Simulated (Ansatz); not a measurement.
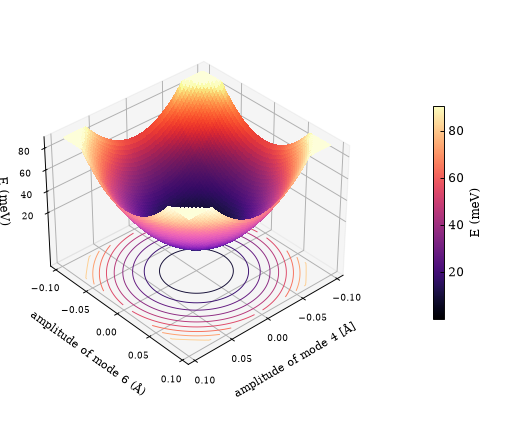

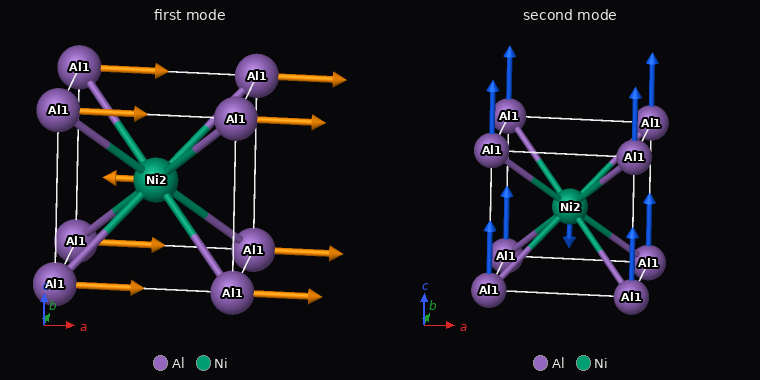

Energy landscape of AlNi (P4/mmm, No. 123; 2 atoms in the cell). The energy is mapped over two normal modes frozen in (zone-centre modes of the 2-atom cell of this scan). The first coordinate is: amplitude of mode 4 (302 cm⁻¹), largest displacement; the second: amplitude of mode 6 (302 cm⁻¹), largest displacement. Nothing is relaxed (the cell and all other modes fixed). Grid: 11 × 11 points; 36 points were computed and 85 follow by symmetry. Points are written as (first, second). Energies: meV per cell, counted from the lowest grid point. The runs have no spin polarisation; a magnetic state may lie lower. The calculation used DFT PBEsol, scalar-relativistic, plane waves, PAW (Ansatz 0.2.0). Settings: cutoff 520 eV, k-mesh 16×16×16, gaussian smearing 0.15 eV, no spin polarisation.

In the figure: a relief with its contours projected below, any walls above the top of the colour scale cut off. Between grid points the surface is interpolated. The second picture is the structure at the lowest point

Summarise what can be read from the map.

Answer. The lowest grid point is at (0.000 Å, 0.000 Å). No other kind of well shows on this grid. The highest grid point, (−0.095 Å, −0.095 Å), lies 123 meV above the lowest.

The values on the grid:

| second ↓, first → | −0.095 | −0.076 | −0.057 | −0.038 | −0.019 | 0.000 | 0.019 | 0.038 | 0.057 | 0.076 | 0.095 |
| --- | --- | --- | --- | --- | --- | --- | --- | --- | --- | --- | --- |
| 0.095 | 123 | 100 | 83 | 70 | 62 | 60 | 62 | 70 | 83 | 100 | 123 |
| 0.076 | 100 | 78 | 61 | 48 | 41 | 38 | 41 | 48 | 61 | 78 | 100 |
| 0.057 | 83 | 61 | 43 | 31 | 24 | 22 | 24 | 31 | 43 | 61 | 83 |
| 0.038 | 70 | 48 | 31 | 19 | 12 | 10 | 12 | 19 | 31 | 48 | 70 |
| 0.019 | 62 | 41 | 24 | 12 | 5 | 2 | 5 | 12 | 24 | 41 | 62 |
| 0.000 | 60 | 38 | 21 | 10 | 2 | 0 | 2 | 10 | 21 | 38 | 60 |
| −0.019 | 62 | 41 | 24 | 12 | 5 | 2 | 5 | 12 | 24 | 41 | 62 |
| −0.038 | 70 | 48 | 31 | 19 | 12 | 10 | 12 | 19 | 31 | 48 | 70 |
| −0.057 | 83 | 61 | 43 | 31 | 24 | 22 | 24 | 31 | 43 | 61 | 83 |
| −0.076 | 100 | 78 | 61 | 48 | 41 | 38 | 41 | 48 | 61 | 78 | 100 |
| −0.095 | 123 | 100 | 83 | 70 | 62 | 60 | 62 | 70 | 83 | 100 | 123 |

Each point was launched as `ansatz run input.yaml --threads 4 --pin off --max-ram 8192MiB --backend cpu --events-out ev --progress --plain --runs-dir out`. Time for the 36 points that were run: 6.3 min on 4 threads of Intel(R) Xeon(R) 6975P-C (Granite Rapids), on a shared host.

PAW datasets: the set soft_1.
